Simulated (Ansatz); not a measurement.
Run report: Li$_{6}$Cl, single-point calculation

Li$_{6}$Cl (slab, 14 atoms in the cell), computed with DFT PBE+D3(BJ), scalar-relativistic, plane waves, PAW, no spin polarisation (Ansatz 0.2.0).

The structure derives from an entry of the Crystallography Open Database. It belongs to a series of runs on one base structure; here: the whole at its places in the relaxed adsorbed structure. Figures and captions count atoms from 1; the log counts them from 0 in places.

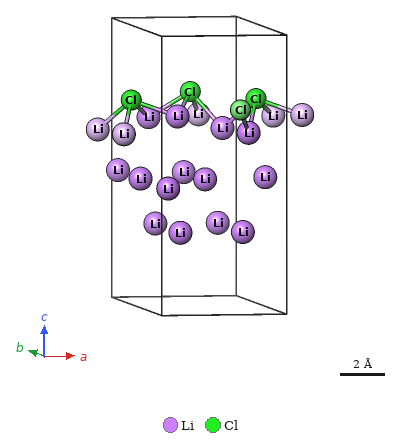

The structure as given in the input (ball-and-stick view of the cell of the calculation, with the vacuum cut short, seen slightly off an axis; neighbours outside the cell are drawn fainter).

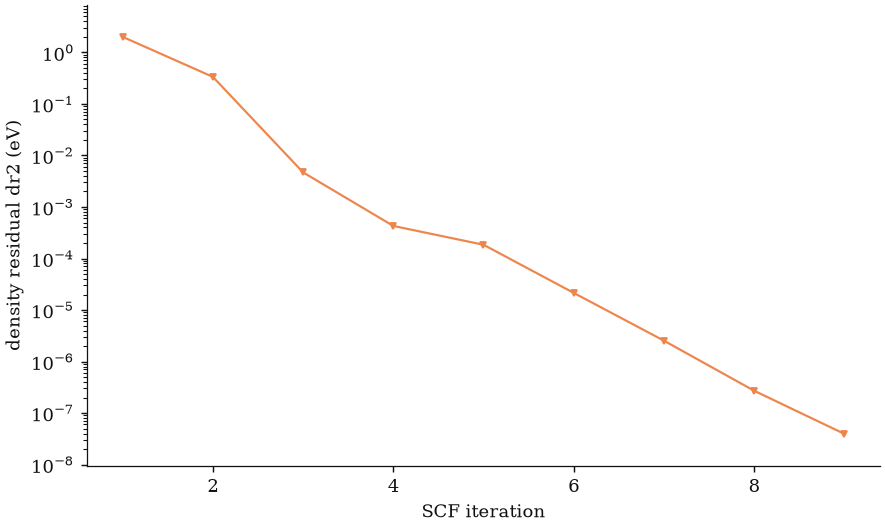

Convergence of the self-consistent field: density residual dr2 against the SCF iteration. The residual falls at every step.

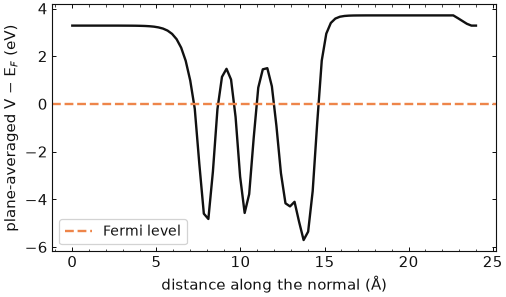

Plane average of the electrostatic potential energy of an electron across the cell, from the Fermi level. The vacuum level lies 3.71 eV above the Fermi level on the upper side and 3.28 eV on the lower.

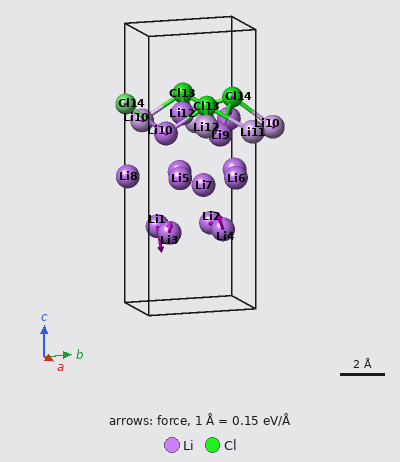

Forces on the atoms as pink arrows (ball-and-stick view of the cell of the calculation, with the vacuum cut short, seen slightly off an axis; neighbours outside the cell are drawn fainter; atoms are numbered from 1 in the order of the input); the smallest are left out. The largest act on Li1 (0.19 eV/Å); Li4 (0.13 eV/Å); Li3 (0.08 eV/Å). The geometry is not a stationary point of this energy.

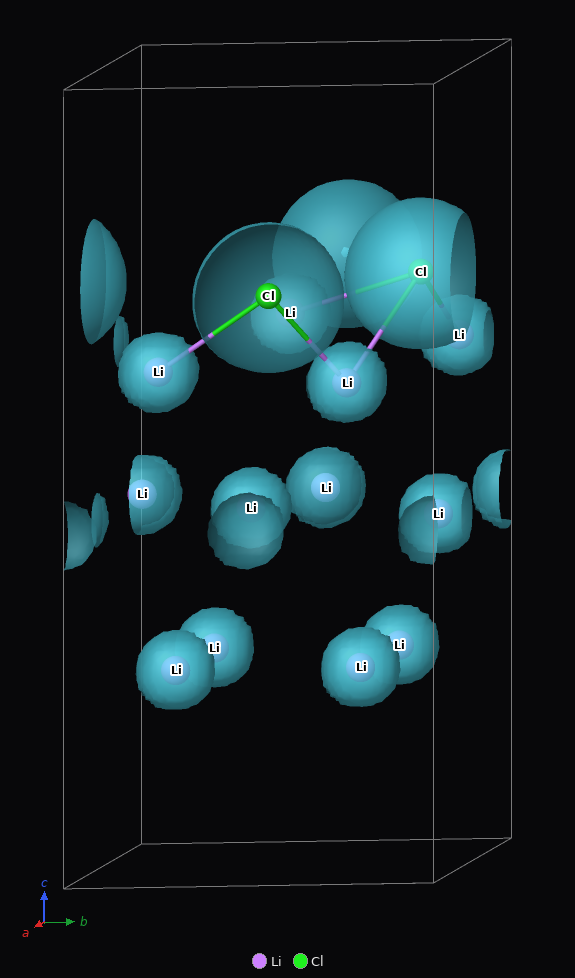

Isosurface of the valence electron density at 0.3 e/Å³ (cyan), seen slightly off an axis. Sticks mark near contacts. At this value the density breaks into separate islands; it holds about 70 % of the electrons treated as valence (semicore included). It is pinched off along the Li–Cl (2.26 Å), Li–Cl (2.32 Å) and Li–Cl (2.47 Å) contacts. On the grid the lowest density along these lines, outside the cores, is 0.24 e/Å³ (Li–Cl, 2.26 Å), 0.21 e/Å³ (Li–Cl, 2.32 Å) and 0.12 e/Å³ (Li–Cl, 2.47 Å). Core electrons are frozen (PAW), so the fields are smoothed inside the atomic spheres.

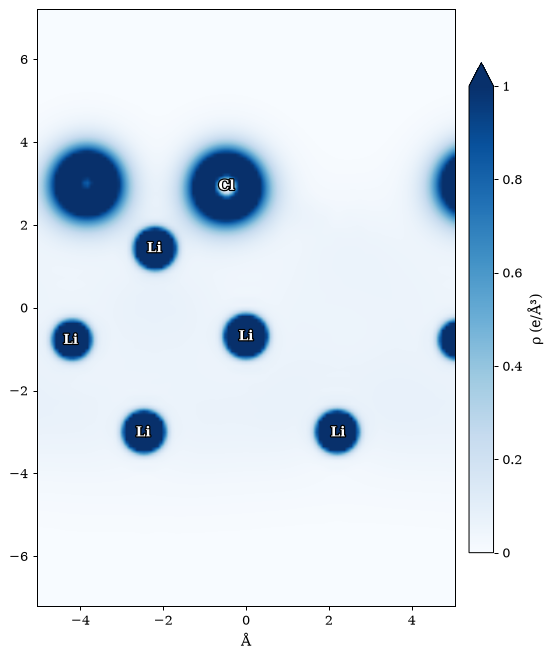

Valence electron density on the (110) plane of the calculation cell, a cut from vacuum to vacuum. The plane passes through Li and Cl nuclei. Li–Cl (2.30 Å): ρ is about 0.37 e/Å³ halfway. The density dies away to nearly zero in the vacuum.

The input that produced these results follows, with the program's output.

Input file
```yaml
crystal:
  lattice:
    - [5.7591582653, 0.0, 0.0]
    - [-1.9197194218, 5.4297864845, 0.0]
    - [0.0, 0.0, 24.2721330327]
  atoms:
    - { symbol: Li, position: [0.25, 0.25, 0.3295960841] }
    - { symbol: Li, position: [0.25, 0.75, 0.3295960841] }
    - { symbol: Li, position: [0.75, 0.25, 0.3295960841] }
    - { symbol: Li, position: [0.75, 0.75, 0.3295960841] }
    - { symbol: Li, position: [0.5091909833, 0.403294588, 0.4261938084] }
    - { symbol: Li, position: [0.5449428032, -0.0825813276, 0.4216129578] }
    - { symbol: Li, position: [0.0324800827, 0.504790755, 0.4252373038] }
    - { symbol: Li, position: [0.0569010744, 0.0140459159, 0.4235395554] }
    - { symbol: Li, position: [0.775248161, 0.7178710958, 0.5128789947] }
    - { symbol: Li, position: [0.7800587406, 0.2095123802, 0.5217467461] }
    - { symbol: Li, position: [0.2615896186, 0.9142344049, 0.5282382464] }
    - { symbol: Li, position: [0.3142518588, 0.4685480204, 0.5452479806] }
    - { symbol: Cl, position: [0.9757050516, 0.5484289257, 0.5748278833] }
    - { symbol: Cl, position: [1.5813494667, 0.8777370441, 0.5779350926] }
basis:
  ecutwfc: 420
kpoints:
  mp_grid: { grid: [4, 4, 1] }
hamiltonian:
  xc: pbe
  dispersion: d3bj
scf:
  occupations: { method: gaussian, width: 0.1 }
output:
  forces: true
  eigenvalues: true
  write_density: true
  volumetric_format: npy
efield:
  axis: 3
  dipole_correction: true
  ramp_width: 0.04
```

Launched with:
```bash
ansatz run input.yaml --threads 2 --pin off --max-ram 5120MiB --backend cpu --events-out ev --progress --plain --runs-dir out
```

Output
```
Engine: ansatz 0.2.0, aarch64-unknown-linux-gnu
Pseudopotentials: kind: paw
Pseudopotential: Li, paw, valence charge 3, recommended cutoff 420 eV (normal), Li.paw.azcp
Pseudopotential: Cl, paw, valence charge 7, recommended cutoff 420 eV (normal), Cl.paw.azcp
Functional definition: PBE
  parameter kappa = 0.804
  parameter beta = 0.06672455060314922
  exchange = pbe_x(kappa = kappa, mu = beta*pi^2/3)
  correlation = pbe_c(beta = beta)
Crystal: 14 atoms, lattice volume = 759.014 Å³
Basis set: ecut = 420 eV, 14877 PW (Γ), exchange–correlation on 80×80×360 points (8 copies of the dense FFT grid, shifted against one another)
Bands: 39, of which v1, the nominal top of the filled ones, is band 25 counted from 1 (24 counted from 0)
Symmetry: 1 space group operations
Space group: P1 (ITA 1), of the structure as read, at distance tolerance 9.1e-5 Å
k-points: 10 of 16 (time reversal used)
Non-local potential: Li, projectors of the file, l = 0: 3, l = 1: 2, l = 2: 1
Non-local potential: Cl, projectors of the file, l = 0: 2, l = 1: 2, l = 2: 2
PAW form: soft (Blöchl's): semilocal exchange-correlation on the pseudo side does not see the compensation charge
PAW one-centre angular grid: Li, 110 points (default); XC on 64 Gauss nodes
PAW one-centre angular grid: Cl, 110 points (default); XC on 64 Gauss nodes
Initial density: superposition of atomic densities (neutral atoms: chi_scale 0, normalization atom), corrected by the library's trained network
Initial wavefunctions: pseudopotential atomic-orbital guess
Functional: x = pbe(κ = 0.804, μ = 0.2195149727645171), c = pbe(β = 0.06672455060314922)
SCF iter   1: F=—  HF=-4622.109099 eV  |F-HF|=—  |Δ(HF+E_count)|=         —  Δρ=2.87e-3  dr2=2.01e0  ethr=1.77e-3  p=-0.227 e·Å  D=-5.40e-2 V/Å  ΔV_dip=1.31 eV  dr2_dipole=7.37e-1  V_vac-E_F(+/−)=4.25/2.94 eV  ⟨swp⟩=13.1  Hψ=2723  notcnv=0  defer=9
efield: sawtooth ramp at fractional position 0.9338 (placed from the atoms, in the widest stretch of the axis that holds none; the zero of the levels goes with the place), width 0.0400; the density the first Hamiltonian is built on has a dipole p = -0.227 e·Å; the dipole correction subtracts the counter field D = -5.40e-2 V/Å, which shifts the + side's vacuum level by +1.31 eV against the − side's; the planar-averaged density in the ramp window peaks in size at 7.6e-6 e/Å³
preconditioner: auto → LDOS  [insulator: Δε(μ)=0.135 eV  Ē_g=5.727 eV  σ=0.100 eV  W_gap=0.65  n_scr=66 (ndim 8)  ℏωp=6.3 eV  f_vac=0.588  D(μ)=4.33/eV (n_scr^D=6)  ε∞_Penn≈2.2  β→1.0]
SCF iter   2: F=—  HF=-4621.988454 eV  |F-HF|=—  |Δ(HF+E_count)|=   1.21e-1  Δρ=1.85e-3  dr2=3.36e-1  ethr=1.77e-3  p=-0.071 e·Å  D=-1.69e-2 V/Å  ΔV_dip=0.41 eV  dr2_dipole=7.53e-2  V_vac-E_F(+/−)=3.62/3.21 eV  ⟨swp⟩=2.0  Hψ=503  notcnv=0  defer=64
SCF iter   3: F=—  HF=-4621.965564 eV  |F-HF|=—  |Δ(HF+E_count)|=   2.29e-2  Δρ=3.69e-4  dr2=4.70e-3  ethr=6.73e-4  p=-0.090 e·Å  D=-2.14e-2 V/Å  ΔV_dip=0.52 eV  dr2_dipole=1.24e-3  V_vac-E_F(+/−)=3.73/3.21 eV  ⟨swp⟩=1.8  Hψ=345  notcnv=0  defer=64
SCF iter   4: F=—  HF=-4621.966240 eV  |F-HF|=—  |Δ(HF+E_count)|=   6.76e-4  Δρ=1.42e-4  dr2=4.29e-4  ethr=9.39e-6  p=-0.082 e·Å  D=-1.96e-2 V/Å  ΔV_dip=0.47 eV  dr2_dipole=9.52e-5  V_vac-E_F(+/−)=3.73/3.25 eV  ⟨swp⟩=2.0  Hψ=456  notcnv=0  defer=64
SCF iter   5: F=—  HF=-4621.966374 eV  |F-HF|=—  |Δ(HF+E_count)|=   1.34e-4  Δρ=1.05e-4  dr2=1.85e-4  ethr=8.57e-7  p=-0.075 e·Å  D=-1.78e-2 V/Å  ΔV_dip=0.43 eV  dr2_dipole=4.71e-7  V_vac-E_F(+/−)=3.70/3.27 eV  ⟨swp⟩=2.0  Hψ=458  notcnv=0  defer=64
SCF iter   6: F=—  HF=-4621.966344 eV  |F-HF|=—  |Δ(HF+E_count)|=   2.96e-5  Δρ=3.27e-5  dr2=2.15e-5  ethr=3.69e-7  p=-0.075 e·Å  D=-1.80e-2 V/Å  ΔV_dip=0.44 eV  dr2_dipole=3.92e-7  V_vac-E_F(+/−)=3.71/3.28 eV  ⟨swp⟩=2.0  Hψ=450  notcnv=0  defer=64
SCF iter   7: F=—  HF=-4621.966398 eV  |F-HF|=—  |Δ(HF+E_count)|=   5.45e-5  Δρ=1.23e-5  dr2=2.54e-6  ethr=4.30e-8  p=-0.074 e·Å  D=-1.77e-2 V/Å  ΔV_dip=0.43 eV  dr2_dipole=1.25e-9  V_vac-E_F(+/−)=3.71/3.28 eV  ⟨swp⟩=2.0  Hψ=497  notcnv=0  defer=64
SCF iter   8: F=—  HF=-4621.966399 eV  |F-HF|=—  |Δ(HF+E_count)|=   7.22e-7  Δρ=4.28e-6  dr2=2.71e-7  ethr=5.08e-9  p=-0.074 e·Å  D=-1.77e-2 V/Å  ΔV_dip=0.43 eV  dr2_dipole=2.30e-9  V_vac-E_F(+/−)=3.71/3.28 eV  ⟨swp⟩=2.0  Hψ=457  notcnv=0  defer=64
SCF iter   9: F=-4621.966399 eV  HF=-4621.966399 eV  |F-HF|=3.08e-8  |Δ(HF+E_count)|=   2.49e-7  Δρ=1.66e-6  dr2=3.94e-8  ethr=2.00e-10  p=-0.074 e·Å  D=-1.76e-2 V/Å  ΔV_dip=0.43 eV  dr2_dipole=1.21e-10  V_vac-E_F(+/−)=3.71/3.28 eV  ⟨swp⟩=19.6  Hψ=2035  notcnv=0
SCF 1 converged in 9 iterations: F = -4621.966399 eV  dr2 = 3.94e-8
  greatest PAW one-centre occupation: 1.000 electrons in one spin orbital (limit 2), on the Li atom at site 8 (counted from 0), in its partial waves of l = 0
SCF converged after 9 iterations
Free energy (F): -4621.966399 eV
Harris-Foulkes:  -4621.966399 eV  (|F-HF|=3.08e-8)
Internal energy: -4621.942581 eV  (E = F + TS)
E sigma→0 (E₀):  -4621.954490 eV
Entropy (-TS):   -0.023818 eV (-1.701 meV/atom)
Fermi energy:    -1.414492 eV
Dipole field:    D = -0.017633 V/Å  (p = -0.073963 e·Å, saw-weighted, corrected)
Work function:   Φ+ = 3.7128 eV   Φ− = 3.2848 eV
Levels:          The Fermi level and band energies are counted from a zero that moves with the ramp; work functions are not
--- Per-component energies (eV) ---
  E_band       = -1336.180367
  E_kinetic    = 582.813634
  E_local      = -15135.055349  (includes V_loc(G=0)·N_el)
  E_nonlocal   = -341.251116
  E_hartree    = 7053.072461
  E_xc         = -338.053781
  E_vxc        = -403.455358  (∫ρ·V_xc dr)
  E_paw        = -1571.028780  (= ΣΔE_a)
  E_vpaw       = -145.711017  (= ΣTr[D̂ρ^β])
  E_aug_tail   = 0.000355  (compensation charges beyond the density's cutoff)
  E_efield     = 0.000652  (sawtooth field / dipole correction)
  E_vefield    = 0.322425  (∫n·V_field dr)
  E_ewald      = 5129.537208
  E_disp       = -1.977865  (pairwise vdW)
  E_smearing   = -0.023818  (= −TS)
  E_closure    = 0.000000  (closes the sum)
  Σ components = -4621.966399   (vs F -4621.966399, Δ=0.00e0)
--- Forces (eV/Å), atoms counted from 1 ---
  atom   1  Li     0.00054139     0.02862681    -0.18873981
  atom   2  Li    -0.03173353     0.00611094    -0.01927089
  atom   3  Li     0.00229414     0.00629371     0.08171466
  atom   4  Li     0.02287131    -0.04290604     0.11901244
  atom   5  Li     0.00104837     0.00231259     0.00602360
  atom   6  Li     0.00448209     0.00415132     0.00369621
  atom   7  Li    -0.00680674    -0.00074268    -0.00263473
  atom   8  Li    -0.00072640    -0.00491221     0.00549432
  atom   9  Li    -0.00996476     0.00080470     0.00088844
  atom  10  Li     0.00775685     0.01429027    -0.00935303
  atom  11  Li     0.01077264    -0.00255564     0.00345756
  atom  12  Li    -0.00576731     0.00885042    -0.00536276
  atom  13  Cl    -0.00495184    -0.00947171     0.00461107
  atom  14  Cl     0.01018893    -0.01085864     0.00045443
  max |Σ_I F_I| component: 8.49e-6 eV/Å
--- Band table (eV; the first three rows and the last of 10) ---
  k-point 0: bands = ["-48.9152", "-48.6028", "-48.3323", "-48.2745", "-48.2628", "-48.2551", "-48.2493", "-48.1980", "-47.9290", "-47.8124", "-47.6970", "-47.6623", "-18.3620", "-17.9715", "-7.3835", "-7.0781", "-6.7882", "-6.4042", "-6.2903", "-5.9623", "-4.6495", "-3.2869", "-1.6785", "-1.4712", "-1.4309", "-1.1389", "-1.0962", "-0.6047", "-0.5232", "-0.2770", "0.7906", "1.1611", "1.5398", "1.5421", "2.0353", "2.0966", "2.3991", "2.5307", "2.7857"]
  k-point 1: bands = ["-48.9152", "-48.6029", "-48.3320", "-48.2727", "-48.2643", "-48.2551", "-48.2495", "-48.1983", "-47.9289", "-47.8123", "-47.6972", "-47.6623", "-18.3381", "-17.9974", "-7.3940", "-7.0367", "-6.7651", "-6.4310", "-6.4150", "-5.9020", "-4.4255", "-3.0573", "-2.6533", "-1.5823", "-1.4817", "-1.2294", "-0.9119", "-0.7076", "-0.1000", "0.0613", "0.7114", "1.0450", "1.8195", "1.8694", "2.1073", "2.2021", "2.4951", "2.7011", "2.7779"]
  k-point 2: bands = ["-48.9151", "-48.6029", "-48.3318", "-48.2687", "-48.2681", "-48.2550", "-48.2497", "-48.1986", "-47.9289", "-47.8121", "-47.6974", "-47.6624", "-18.3099", "-18.0277", "-7.4290", "-6.8799", "-6.7370", "-6.6554", "-6.4290", "-5.8484", "-3.7856", "-3.7295", "-2.5245", "-2.2273", "-1.4524", "-1.2511", "-0.7262", "-0.3596", "-0.1574", "0.0150", "0.9368", "1.0670", "1.2150", "2.2934", "2.5467", "2.6634", "2.7599", "2.7897", "2.8269"]
  k-point 9: bands = ["-48.9151", "-48.6029", "-48.3318", "-48.2684", "-48.2644", "-48.2585", "-48.2498", "-48.1991", "-47.9288", "-47.8120", "-47.6975", "-47.6625", "-18.2242", "-18.1182", "-7.5121", "-7.2353", "-6.6673", "-6.5132", "-6.1570", "-5.7581", "-3.4978", "-3.4098", "-2.2935", "-2.2787", "-2.1463", "-1.8356", "-1.0399", "-0.8180", "-0.2248", "0.0762", "0.8841", "1.0184", "1.5905", "2.4908", "2.6121", "2.6325", "2.8824", "3.0848", "3.1954"]
```

Results in brief

| quantity | value |
| --- | --- |
| outcome | converged |
| electrons treated | 50 |
| free energy | −4621.9664 eV |
| work function, top face | 3.71 eV |
| work function, bottom face | 3.28 eV |
| Fermi energy | −1.414 eV |
| gap on the k-point mesh | none (metallic) |
| work function (upper face) | 3.71 eV |
| largest force (length of the vector) | 0.191 eV/Å |
| hardware | 2 threads of Arm Neoverse V2, 24 GiB of memory available, shared host |
| wall time | 11 s (CPU time 21 s) |
| peak memory | 0.85 GiB |
